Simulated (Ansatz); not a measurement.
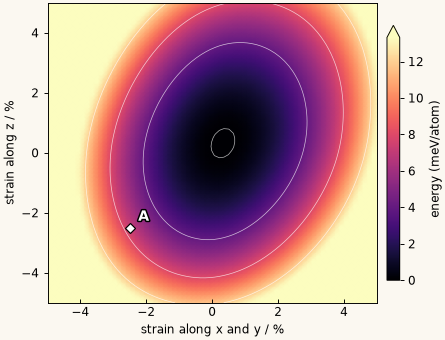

NaH (Pm-3m, No. 221; 2 atoms in the cell). 
- The cell is strained homogeneously, by one strain along x and y and another along z, with fractional coordinates fixed (x, y and z along the cube axes).
- First axis: strain along x and y. Second axis: strain along z.
- The grid has 5 × 5 points.
- Energies: meV/atom, counted from the lowest grid point.
- The reference cell is the one listed in the database, not relaxed at this level.
- Theory: DFT PBE, scalar-relativistic, plane waves, PAW in Ansatz 0.2.0. Settings: cutoff 420 eV, k-mesh 10×10×10, gaussian smearing 0.05 eV, no spin polarisation.

Drawn: a smooth colour map with a few white contour lines, one colour for all values above the top of the scale, the point A. Between grid points the surface is interpolated.

Q: Is A at rest? If not, where is it pushed?

A: A, at strain along x and y = −2.5 %, strain along z = −2.5 %, is not a stationary point. The computed force is 3.6 meV/atom for each 1 % towards larger values of strain along x and y and 1.8 meV/atom for each 1 % towards larger values of strain along z.
